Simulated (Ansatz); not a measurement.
## What a change does: geometry relaxation on Mo8Te16H

System: Mo8Te16H (defect cell, 25 atoms in the cell, total charge −1).
Method of run A: DFT PBE, scalar-relativistic, plane waves, PAW, no spin polarisation (Ansatz 0.2.0).

The structure derives from a Materials Project entry. Text and figures count atoms from 1; the logs count them from 0 in places.

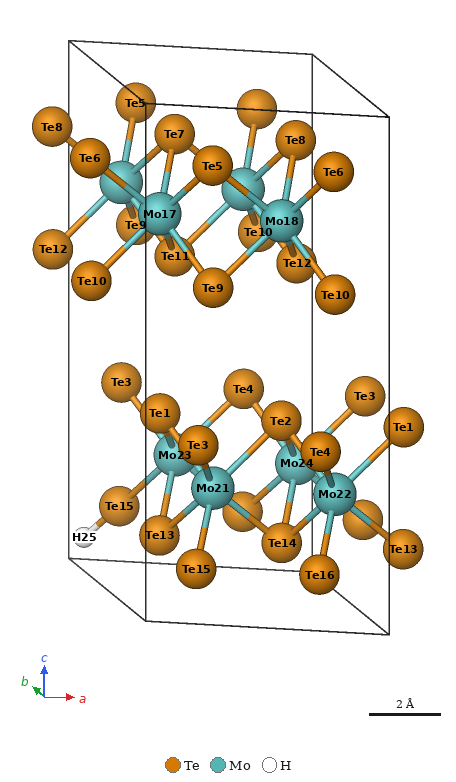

Fig. 1: The starting structure (ball-and-stick view of the cell of the calculation, seen slightly off an axis; bonded neighbours outside the cell are drawn too; atoms are numbered from 1 in the order of the input). An atom can appear more than once, as a periodic image.

Input, run A:
```yaml
crystal:
  lattice:
    - [3.5566633053, -6.16032155, 0.0]
    - [-7.1133266104, -1.0e-10, 0.0]
    - [0.0, 0.0, -15.3316102852]
  atoms:
    - { symbol: Te, position: [0.1651095559, 0.3335276826, 0.3650616693] }
    - { symbol: Te, position: [0.6637862464, 0.3359986013, 0.363988425] }
    - { symbol: Te, position: [0.1647250597, 0.835070936, 0.364027942] }
    - { symbol: Te, position: [0.6662440406, 0.8346820483, 0.3650563096] }
    - { symbol: Te, position: [0.3280937671, 0.1667763255, 0.8683988092] }
    - { symbol: Te, position: [0.8261927287, 0.1697618952, 0.8690507986] }
    - { symbol: Te, position: [0.3305957795, 0.6685161801, 0.8683961998] }
    - { symbol: Te, position: [0.8263294396, 0.6640488409, 0.8701361835] }
    - { symbol: Te, position: [0.3306542086, 0.168404066, 0.6323998302] }
    - { symbol: Te, position: [0.8309731569, 0.1681423465, 0.6323506625] }
    - { symbol: Te, position: [0.3306587174, 0.668454412, 0.6325414686] }
    - { symbol: Te, position: [0.8307107256, 0.6684641783, 0.6323997129] }
    - { symbol: Te, position: [0.1641229851, 0.3390930439, 0.1287442772] }
    - { symbol: Te, position: [0.6645047382, 0.3353199922, 0.1281393505] }
    - { symbol: Te, position: [0.1593514399, 0.8465617148, 0.123681722] }
    - { symbol: Te, position: [0.6623500031, 0.8373071705, 0.1273767012] }
    - { symbol: Mo, position: [0.1639355891, 0.3349338737, 0.7504927124] }
    - { symbol: Mo, position: [0.664345781, 0.3347716986, 0.750121595] }
    - { symbol: Mo, position: [0.1638932101, 0.835220897, 0.7504593627] }
    - { symbol: Mo, position: [0.6641812697, 0.8351812368, 0.7504943459] }
    - { symbol: Mo, position: [0.3292485492, 0.1674839659, 0.2454358731] }
    - { symbol: Mo, position: [0.8306051359, 0.1692218798, 0.2464907824] }
    - { symbol: Mo, position: [0.3325762873, 0.6671416852, 0.249184444] }
    - { symbol: Mo, position: [0.8323269499, 0.6705368232, 0.2454544] }
    - { symbol: H, position: [0.0480123614, -0.0462878423, 0.0474860476] }
  host:
    lattice:
      - [3.5566633052, 0.0, 0.0]
      - [-1.7783316526, 3.080160775, 0.0]
      - [0.0, 0.0, 15.3316102852]
    atoms:
      - { symbol: Te, position: [0.3333333333, 0.6666666667, 0.6320701688] }
      - { symbol: Te, position: [0.6666666667, 0.3333333333, 0.1320701688] }
      - { symbol: Te, position: [0.6666666667, 0.3333333333, 0.3679298312] }
      - { symbol: Te, position: [0.3333333333, 0.6666666667, 0.8679298312] }
      - { symbol: Mo, position: [0.3333333333, 0.6666666667, 0.25] }
      - { symbol: Mo, position: [0.6666666667, 0.3333333333, 0.75] }
total_charge: -1
basis:
  ecutwfc: 420
  xc_grid: 2
kpoints:
  mp_grid: { grid: [2, 2, 2], shift: [0.0, 0.0, 0.0] }
hamiltonian:
  xc: pbe
scf:
  occupations: { method: gaussian, width: 0.01 }
output:
  forces: true
  stress: false
  eigenvalues: true
  charged_corrections:
    defect_position: [0.0, 0.0, 0.0]
    epsilon: [[19.933, 0.0, 0.0], [0.0, 19.933, 0.0], [0.0, 0.0, 6.4737]]
  write_density: true
  write_potential: true
  elf: true
  volumetric_format: npy
relax:
  adjacent_minimum: "off"
  f_tol: 0.025
  max_steps: 45
```

Command:
```bash
ansatz run input.yaml --threads 4 --pin off --max-ram 10240MiB --backend cpu --events-out ev --progress --plain --runs-dir out
```

Hardware: 4 threads of Intel Xeon @ 2.90GHz (Ice Lake), 192 GiB of memory available, shared host.

Output, shortened to warnings, some set-up lines, iterations and results (run A):
```
Basis set: ecut = 420 eV, 13065 PW (Γ), exchange–correlation on 96×96×216 points (8 copies of the dense FFT grid, shifted against one another)
Symmetry: 1 space group operations
k-points: 8
Initial density: superposition of atomic densities (neutral atoms scaled as one to the charged cell's electrons: chi_scale 0, normalization atom), corrected by the library's trained network
[...]
SCF iter   1: F=—  HF=-151337.552375 eV  |F-HF|=—  |Δ(HF+E_count)|=         —  Δρ=1.13e-2  dr2=2.71e0  ethr=1.77e-3  ⟨swp⟩=6.4  Hψ=6576  notcnv=0  defer=7
SCF iter   2: F=—  HF=-151337.319101 eV  |F-HF|=—  |Δ(HF+E_count)|=   2.33e-1  Δρ=1.04e-2  dr2=2.15e0  ethr=7.32e-4  ⟨swp⟩=2.1  Hψ=2147  notcnv=0  defer=237
SCF iter   3: F=—  HF=-151337.182270 eV  |F-HF|=—  |Δ(HF+E_count)|=   1.37e-1  Δρ=3.46e-3  dr2=4.34e-1  ethr=5.80e-4  ⟨swp⟩=2.9  Hψ=2224  notcnv=0  defer=237
SCF iter   4: F=—  HF=-151337.160976 eV  |F-HF|=—  |Δ(HF+E_count)|=   2.13e-2  Δρ=2.14e-3  dr2=6.78e-2  ethr=1.17e-4  ⟨swp⟩=3.1  Hψ=2007  notcnv=0  defer=237
SCF iter   5: F=—  HF=-151337.156383 eV  |F-HF|=—  |Δ(HF+E_count)|=   4.59e-3  Δρ=1.23e-3  dr2=2.98e-2  ethr=1.83e-5  ⟨swp⟩=2.4  Hψ=2100  notcnv=0  defer=233
[... 179 lines ...]
SCF iter  10: F=—  HF=-151337.312786 eV  |F-HF|=—  |Δ(HF+E_count)|=   5.25e-7  Δρ=1.05e-5  dr2=2.19e-6  ethr=2.04e-10  ⟨swp⟩=2.0  Hψ=2081  notcnv=0  defer=225  recentre
SCF iter  11: F=—  HF=-151337.312786 eV  |F-HF|=—  |Δ(HF+E_count)|=   1.12e-7  Δρ=3.07e-6  dr2=1.56e-7  ethr=2.04e-10  ⟨swp⟩=2.0  Hψ=1999  notcnv=0  defer=225
SCF iter  12: F=-151337.312786 eV  HF=-151337.312786 eV  |F-HF|=1.73e-8  |Δ(HF+E_count)|=   7.68e-8  Δρ=2.05e-6  dr2=6.89e-8  ethr=2.70e-11  ⟨swp⟩=15.0  Hψ=11440  notcnv=0
SCF 15 converged in 12 iterations: F = -151337.312786 eV  dr2 = 6.89e-8
relax step  15: F+E_penalty+E_count = -151337.31278623 eV  Δ(F+E_penalty+E_count) = -1.621e-3 eV  max|allowed force component| = 8.374e-3 eV/Å  Δτ_max = 0.0218 Å  (12 SCF …
SCF converged after 12 iterations
Free energy (F): -151337.312786 eV
Harris-Foulkes:  -151337.312786 eV  (|F-HF|=1.73e-8)
Internal energy: -151337.312786 eV  (E = F + TS)
E sigma→0 (E₀):  -151337.312786 eV
Fermi energy:    11.473009 eV
--- Per-component energies (eV) ---
  E_band       = -5213.409001
  E_kinetic    = 6448.213278
  E_local      = -38744.614713  (includes V_loc(G=0)·N_el)
  E_nonlocal   = -3807.870499
  E_hartree    = 20827.272028
  E_xc         = -3474.503120
  E_vxc        = -3522.069049  (∫ρ·V_xc dr)
  E_paw        = -100216.167246  (= ΣΔE_a)
  E_vpaw       = -7241.628107  (= ΣTr[D̂ρ^β])
  E_aug_tail   = -0.003648  (compensation charges beyond the density's cutoff)
  E_ewald      = -32369.638865
  E_smearing   = -0.000000  (= −TS)
  E_closure    = 0.000000  (closes the sum)
  E_deformation_potential = -16.298272  (in the stress; not in F)
  Σ components = -151337.312786   (vs F -151337.312786, Δ=0.00e0)
--- Forces (eV/Å), atoms counted from 1 ---
  atom   1  Te     0.00118102    -0.00087803    -0.00137045
  atom   2  Te     0.00011909    -0.00026236    -0.00272832
  atom   3  Te     0.00047416    -0.00012438    -0.00237725
  atom   4  Te     0.00155036    -0.00025557    -0.00147994
  atom   5  Te    -0.00087789     0.00117319    -0.00248278
  atom   6  Te     0.00012173    -0.00061173    -0.00119877
  atom   7  Te     0.00015537    -0.00004876    -0.00069901
  atom   8  Te    -0.00182183    -0.00020959    -0.00211500
  atom   9  Te    -0.00135865     0.00008636     0.00099029
  atom  10  Te    -0.00077186     0.00031607     0.00190245
  atom  11  Te    -0.00043190     0.00009334     0.00209180
  atom  12  Te    -0.00098942     0.00109897     0.00111709
  atom  13  Te     0.00318089     0.00119445     0.00200965
  atom  14  Te     0.00120758    -0.00053745     0.00017567
  atom  15  Te    -0.00563028     0.00338710     0.00362894
  atom  16  Te     0.00088317    -0.00322239     0.00201335
  atom  17  Mo     0.00082347     0.00079018    -0.00057881
  atom  18  Mo    -0.00035535     0.00008933     0.00737554
  atom  19  Mo    -0.00153554     0.00169582    -0.00165870
  atom  20  Mo    -0.00077262    -0.00081416    -0.00075634
  atom  21  Mo     0.00075534     0.00053339     0.00066715
  atom  22  Mo     0.00154612    -0.00047754    -0.00027949
  atom  23  Mo     0.00325536    -0.00191796    -0.00837385
  atom  24  Mo    -0.00039131    -0.00123633     0.00073861
  atom  25  H     -0.00031989     0.00013997     0.00338230
  max |Σ_I F_I| component: 5.84e-6 eV/Å
--- Charged-cell corrections in eV (Makov–Payne, q = -1.000 e, ε = [19.933, 19.933, 6.474]) ---
  F (periodic)     = -151337.312786  (uncorrected; the corrections below are reported, never added to it)
[...]
```

For run B the input was changed thus:
```diff
-total_charge: -1
+total_charge: 1
```

Predict how the results change.

The total energies belong to different systems, so their difference says nothing on which is more stable or more accurate. The gap on the mesh goes from 0.36 to 0.70 eV. A charged cell is computed with a uniform neutralising background, so its energy and pressure depend on the cell and aren't those of a real crystal. The SCF takes 103 iterations over all geometry steps against 159.

Output, shortened to warnings, some set-up lines, iterations and results (run B):
```
Basis set: ecut = 420 eV, 13065 PW (Γ), exchange–correlation on 96×96×216 points (8 copies of the dense FFT grid, shifted against one another)
Symmetry: 1 space group operations
k-points: 8
Initial density: superposition of atomic densities (neutral atoms scaled as one to the charged cell's electrons: chi_scale 0, normalization atom), corrected by the library's trained network
[...]
SCF iter   1: F=—  HF=-151359.761860 eV  |F-HF|=—  |Δ(HF+E_count)|=         —  Δρ=1.27e-2  dr2=3.67e0  ethr=1.77e-3  ⟨swp⟩=6.2  Hψ=6388  notcnv=0  defer=24
SCF iter   2: F=—  HF=-151359.444944 eV  |F-HF|=—  |Δ(HF+E_count)|=   3.17e-1  Δρ=1.07e-2  dr2=1.98e0  ethr=9.97e-4  ⟨swp⟩=2.0  Hψ=2125  notcnv=0  defer=264
SCF iter   3: F=—  HF=-151359.284335 eV  |F-HF|=—  |Δ(HF+E_count)|=   1.61e-1  Δρ=2.92e-3  dr2=3.49e-1  ethr=5.38e-4  ⟨swp⟩=2.8  Hψ=1922  notcnv=0  defer=264
SCF iter   4: F=—  HF=-151359.254293 eV  |F-HF|=—  |Δ(HF+E_count)|=   3.00e-2  Δρ=2.14e-3  dr2=1.92e-1  ethr=9.48e-5  ⟨swp⟩=3.4  Hψ=2002  notcnv=0  defer=264
SCF iter   5: F=—  HF=-151359.247711 eV  |F-HF|=—  |Δ(HF+E_count)|=   6.58e-3  Δρ=2.42e-3  dr2=2.20e-1  ethr=5.21e-5  ⟨swp⟩=2.5  Hψ=2092  notcnv=0  defer=254
[... 115 lines ...]
SCF iter   7: F=—  HF=-151359.673937 eV  |F-HF|=—  |Δ(HF+E_count)|=   2.40e-7  Δρ=1.47e-5  dr2=3.36e-6  ethr=3.71e-9  ⟨swp⟩=2.0  Hψ=1943  notcnv=0  defer=248
SCF iter   8: F=—  HF=-151359.673937 eV  |F-HF|=—  |Δ(HF+E_count)|=   6.14e-8  Δρ=5.59e-6  dr2=4.59e-7  ethr=9.13e-10  ⟨swp⟩=2.0  Hψ=1899  notcnv=0  defer=248
SCF iter   9: F=-151359.673937 eV  HF=-151359.673937 eV  |F-HF|=1.01e-8  |Δ(HF+E_count)|=   1.50e-7  Δρ=2.39e-6  dr2=9.61e-8  ethr=2.72e-11  ⟨swp⟩=14.1  Hψ=12526  notcnv=0
SCF 11 converged in 9 iterations: F = -151359.673937 eV  dr2 = 9.61e-8
relax step  11: F+E_penalty+E_count = -151359.67393717 eV  Δ(F+E_penalty+E_count) = -2.902e-3 eV  max|allowed force component| = 1.737e-2 eV/Å  Δτ_max = 0.0259 Å  (9 SCF …
SCF converged after 9 iterations
Free energy (F): -151359.673937 eV
Harris-Foulkes:  -151359.673937 eV  (|F-HF|=1.01e-8)
Internal energy: -151359.673937 eV  (E = F + TS)
E sigma→0 (E₀):  -151359.673937 eV
Fermi energy:    10.926191 eV
--- Per-component energies (eV) ---
  E_band       = -5250.760042
  E_kinetic    = 6420.946701
  E_local      = -37401.182587  (includes V_loc(G=0)·N_el)
  E_nonlocal   = -3811.927820
  E_hartree    = 20140.050091
  E_xc         = -3455.172763
  E_vxc        = -3496.830716  (∫ρ·V_xc dr)
  E_paw        = -100215.278459  (= ΣΔE_a)
  E_vpaw       = -7241.863762  (= ΣTr[D̂ρ^β])
  E_aug_tail   = -0.003764  (compensation charges beyond the density's cutoff)
  E_ewald      = -33037.105336
  E_smearing   = -0.000000  (= −TS)
  E_closure    = -0.000000  (closes the sum)
  E_deformation_potential = 16.298272  (in the stress; not in F)
  Σ components = -151359.673937   (vs F -151359.673937, Δ=0.00e0)
--- Forces (eV/Å), atoms counted from 1 ---
  atom   1  Te     0.00021998     0.00141309     0.00733227
  atom   2  Te     0.00250620    -0.00161042    -0.00289681
  atom   3  Te     0.00335172    -0.00191657    -0.00214167
  atom   4  Te    -0.00116310    -0.00111410     0.00714080
  atom   5  Te    -0.00198829    -0.00042096     0.00486978
  atom   6  Te    -0.00080512     0.00055718     0.00438957
  atom   7  Te    -0.00027367     0.00040692     0.00640686
  atom   8  Te    -0.00038182     0.00221090     0.00476481
  atom   9  Te    -0.00208877     0.00075335    -0.00320605
  atom  10  Te    -0.00076082     0.00058010    -0.00379979
  atom  11  Te     0.00006579     0.00006106    -0.00299023
  atom  12  Te    -0.00158977     0.00159828    -0.00339620
  atom  13  Te     0.00048632    -0.00479598     0.00253670
  atom  14  Te    -0.00372001     0.00166230     0.00931428
  atom  15  Te    -0.00179169     0.00106136    -0.00567020
  atom  16  Te     0.00461185     0.00148137     0.00264339
  atom  17  Mo    -0.00213465     0.00228496     0.00154731
  atom  18  Mo     0.00068963    -0.00039684     0.00332999
  atom  19  Mo    -0.00063378     0.00024391    -0.00952723
  atom  20  Mo    -0.00302967     0.00090354     0.00164869
  atom  21  Mo     0.00105801    -0.00493022     0.00245381
  atom  22  Mo    -0.00097809     0.00053772    -0.00914019
  atom  23  Mo     0.00225186    -0.00120504    -0.00105453
  atom  24  Mo     0.00474349     0.00133008     0.00284499
  atom  25  H      0.00135685    -0.00069964    -0.01736794
  max |Σ_I F_I| component: 3.24e-5 eV/Å
--- Charged-cell corrections in eV (Makov–Payne, q = +1.000 e, ε = [19.933, 19.933, 6.474]) ---
  F (periodic)     = -151359.673937  (uncorrected; the corrections below are reported, never added to it)
[...]
```

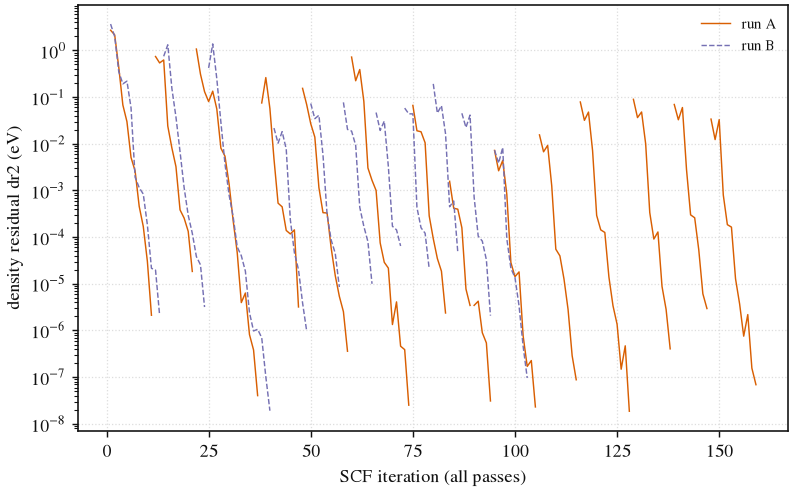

Fig. 2: Convergence of the two runs: density residual dr2 against the SCF iteration. A break in a curve parts two SCF passes. Run A takes 159 iterations in all, and run B takes 103.

The two runs side by side:

```csv
quantity,run A,run B
outcome,converged,converged
free energy per atom (eV),−6053.4925,−6054.3870
gap on the mesh (eV),0.36,0.70
largest force (eV/Å),0.009,0.017
SCF iterations,159,103
irreducible k-points,8,8
wall time (shared host),5.6 min,5.1 min
```

For both runs: The cell is charged and computed with a neutralising background, so its energy and pressure depend on the cell and aren't those of a real crystal.
